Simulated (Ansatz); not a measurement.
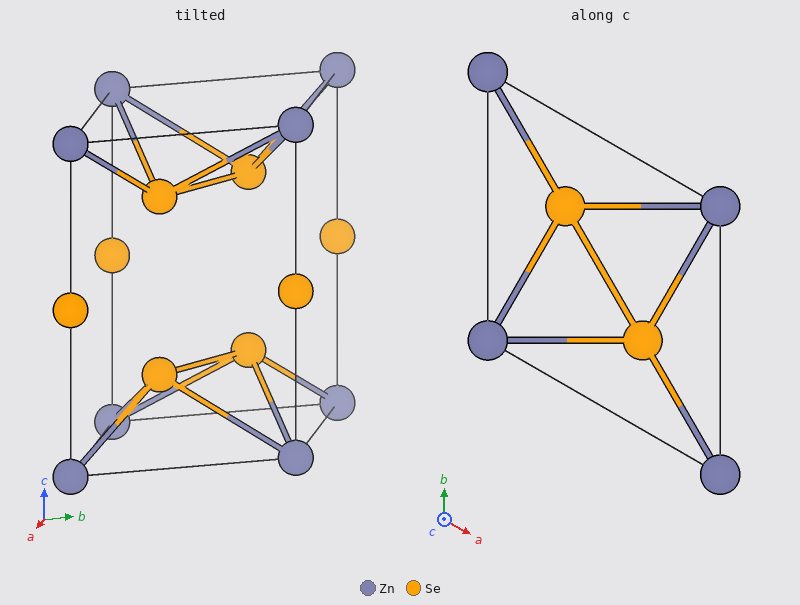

View slightly off an axis and along the c axis, drawn as a ball-and-stick model. The box is the conventional unit cell; atoms on or close to its faces, edges and corners are drawn wherever they repeat. Cell: a = 4.69 Å, b = 4.69 Å, c = 6.69 Å, α = 90.00°, β = 90.00°, γ = 120.00°.

It goes back to a random cell made by a generator, so it need not be a real form of the compound. Earlier steps of the study may have refined or changed the cell and positions. It went into a calculation with Ansatz.

Q: Explain the picture.

A: Chemical formula ZnSe₅. Space group P6/mmm (No. 191), lattice primitive hexagonal. Atoms per cell: 6 (1 Zn, 5 Se). By contacts within bonding range, the coordination numbers are Zn 12 and Se 0 to 6 (mean 4.8).

Calculation details: Ansatz, DFT PBE, scalar-relativistic, plane waves, PAW; a kinetic-energy cutoff of 420 eV, Brillouin-zone sampling on a 12×12×6 mesh, Gaussian smearing of 0.1 eV, no spin polarisation.

Q: Is the electronic structure metallic or gapped?

A: A metal: bands cross the Fermi level.

Q: What charge does Bader's analysis assign to each element?

A: Zn +0.50 e; Se -0.23 to -0.07 e.

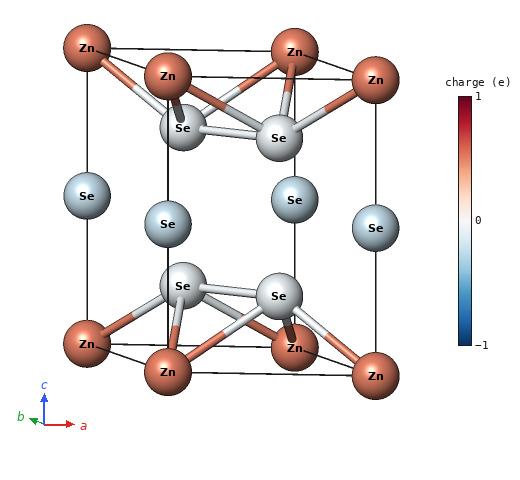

The atoms coloured by those charges. The run's cell of 6 atoms is drawn.

Q: Do the forces and the stress vanish for this geometry?

A: Yes. All forces vanish to within 0.01 eV/Å. The pressure is 0.0 GPa, close to zero.
